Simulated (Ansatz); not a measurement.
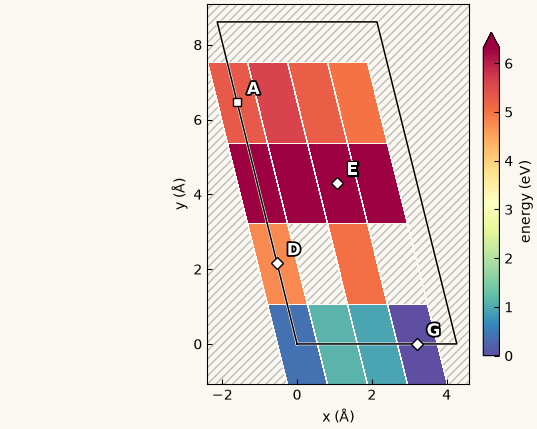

N on a C(111) slab cut from the P6/mmm phase, its upper half relaxed before the scan (10 atoms of substrate and one adsorbate in a 1 × 1 cell). 
- N is moved over the surface cell; relaxed at each place: the height of the adsorbate's atoms; substrate rigid; the origin of the map has the adsorbate above C9.
- Places are given modulo a cell vector. The map is drawn in real space over the plane of the surface.
- The scan uses a 4 × 4 grid. At 2 points there is no value.
- Energies: eV, counted from the lowest grid point.
- At some places the adsorbate sinks to or below the level of the top layer. With one adsorbate in each 1 × 1 cell, its nearest image is 4.3 Å away, so neighbouring adsorbates interact.
- The calculation used DFT PBE, scalar-relativistic, plane waves, PAW in Ansatz. Settings: cutoff 420 eV, k-mesh 7×3×1, gaussian smearing 0.1 eV, no spin polarisation.

In the figure: one coloured cell a grid point, the outline of one cell of the plane, one colour for all values above the top of the scale, hatched blanks where no value was computed, lettered points.

**Rank the lettered points by energy, lowest first.**

G (0.0 eV), D (4.8 eV), A (5.3 eV), E (6.3 eV).

PAW datasets: the set soft_1.
